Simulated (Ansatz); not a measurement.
```
CELL_PARAMETERS angstrom
3.93086 0.00000 0.00000
0.00000 3.93086 0.00000
0.00000 0.00000 3.93086
ATOMIC_POSITIONS crystal
Sr 0.00000 0.00000 0.00000
Ti 0.50000 0.50000 0.50000
O 0.00000 0.50000 0.50000
O 0.50000 0.00000 0.50000
O 0.50000 0.50000 0.00000
```

Space group Pm-3m; computed without spin polarisation.

Theory: DFT, PBE, plane-wave PAW, default files, scalar-relativistic (Ansatz 0.2.0).

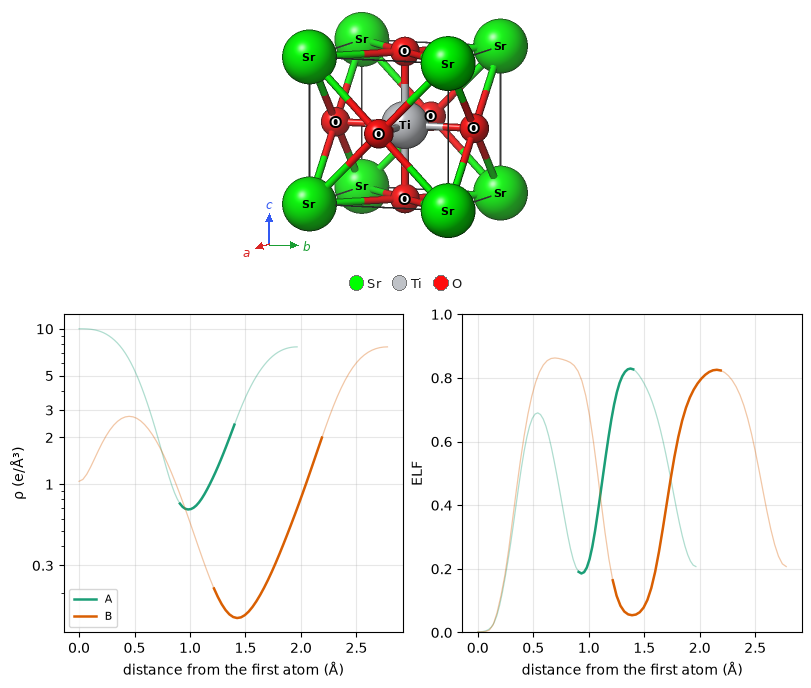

SrTiO3. Valence electron density and electron localisation function along straight lines between neighbouring atoms. Thin, pale parts lie inside the atomic spheres. The structure is drawn too.

In a PAW calculation such maps are meaningful between the atoms, not at the nuclei.

**Which curve belongs to which contact (Sr–O and Ti–O)? The first atom named is at distance zero.**

Curve A: Ti–O (1.97 Å): ρ at the midpoint is about 0.69 e/Å³; the ELF peaks at about 0.85 in the valence shell of O, 0.6 Å from its nucleus, and is about 0.20 at the midpoint; no shared electron pair shows on this line. Curve B: Sr–O (2.78 Å): ρ is about 0.14 e/Å³ halfway; the ELF is about 0.05 at the midpoint; a closed-shell, largely ionic contact.
